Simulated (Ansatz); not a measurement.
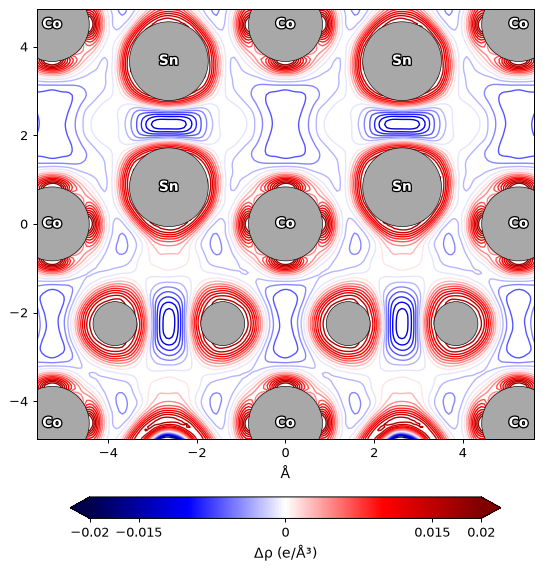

CoSn2. Difference of the valence pseudo-densities of two functionals at the same geometry, on the (110) plane of the calculation cell: LDA less r2SCAN.

Space group I4/mcm.

Both computed with Ansatz (plane waves, PAW), on the same k-point mesh. Grey discs cover the atomic cores.

```
CELL_PARAMETERS angstrom
-3.18250 3.18250 2.72850
3.18250 -3.18250 2.72850
3.18250 3.18250 -2.72850
ATOMIC_POSITIONS crystal
Co 0.25000 0.25000 0.00000
Co 0.75000 0.75000 0.00000
Sn 0.65800 0.15800 0.81600
Sn 0.15800 0.34200 0.50000
Sn 0.34200 0.84200 0.18400
Sn 0.84200 0.65800 0.50000
```

**Where does the change of functional move the electrons?**

Against r2SCAN, LDA gives more density around Co (+0.009 e/Å³ on average at 1.0 Å from the nucleus), more density around Sn (+0.010 e/Å³ on average at 1.0 Å from the nucleus), less density in the space between the atoms (−0.004 e/Å³ on average) and a change of −0.014 e/Å³ at the midpoint of Sn–Sn.
